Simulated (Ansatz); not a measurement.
Input of the run:

```
crystal:
  lattice:
    - [-1.888228, 1.888228, 1.888228]
    - [1.888228, -1.888228, 1.888228]
    - [1.888228, 1.888228, -1.888228]
  atoms:
    - { symbol: Zn, position: [0.0, 0.0, 0.0] }
  symmetry: { tolerance: 0.0003 }
kpoints:
  mp_grid: { grid: [12, 12, 12], shift: [0, 0, 0] }
  band_path:
    path:
      - [0.0, 0.0, 0.0]
      - [0.5, -0.5, 0.5]
      - [0.0, 0.0, 0.5]
      - [0.0, 0.0, 0.0]
      - [0.25, 0.25, 0.25]
      - [0.5, -0.5, 0.5]
      - [0.25, 0.25, 0.25]
      - [0.0, 0.0, 0.5]
    npoints: 8
magnetization:
  spin_polarized: false
scf:
  occupations: { method: methfessel_paxton, width: 0.1814 }
  lower_state_search: "off"
  max_iter: 200
hamiltonian:
  pseudopotentials: { kind: paw }
  xc: pbe
basis:
  ecutwfc: 420
  fft_grid_basis: typed
output:
  forces: true
  stress: true
  eigenvalues: true
  bader: true
  populations: true
  elf: true
  write_potential: true
  volumetric_format: npy
  dos:
    e_range: [-12, 8]
    de: 0.05
    projected: { site_lists: { Zn: [Zn] } }
checkpoint:
  read: saved_state
```

Predict the main features of the band structure and density of states. The path is Γ–H–N–Γ–P–H–P–N.

A metal: 2 bands cross the Fermi level along this path. The density of states at the Fermi level is about 0.26 per eV and cell (mean within 0.25 eV). Over the range shown, the centre of the Zn 3d weight lies 6.5 eV below the Fermi level, and the shell is essentially full. The tallest peak in the window is at −6.4 eV; by projected weight it is Zn 3d almost alone.

The structure was built from a prototype or by substitution, so it need not be a known phase. The cell is at −6 GPa in this functional.

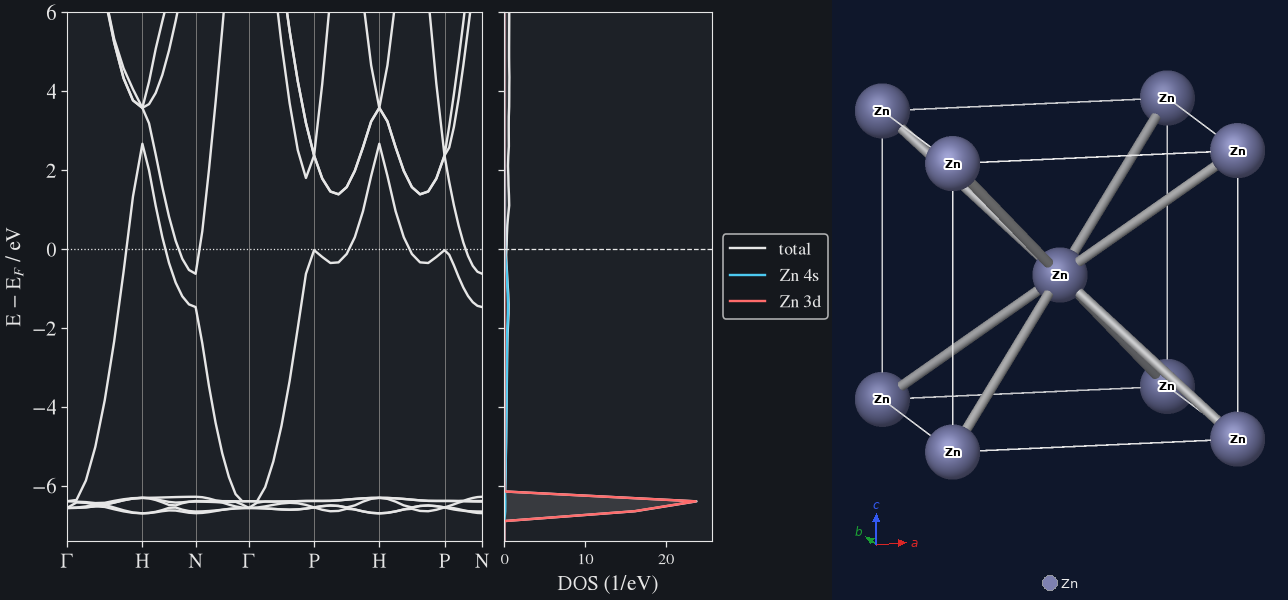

Band structure and density of states, beside the structure. Energies are counted from the Fermi level. The path runs straight from each named point to the next. The partial curves are projected on Löwdin-orthogonalised atomic shells; they sum to less than the total at higher energies, where shells without a projector contribute.

Simulated data, not a measurement (program: Ansatz).
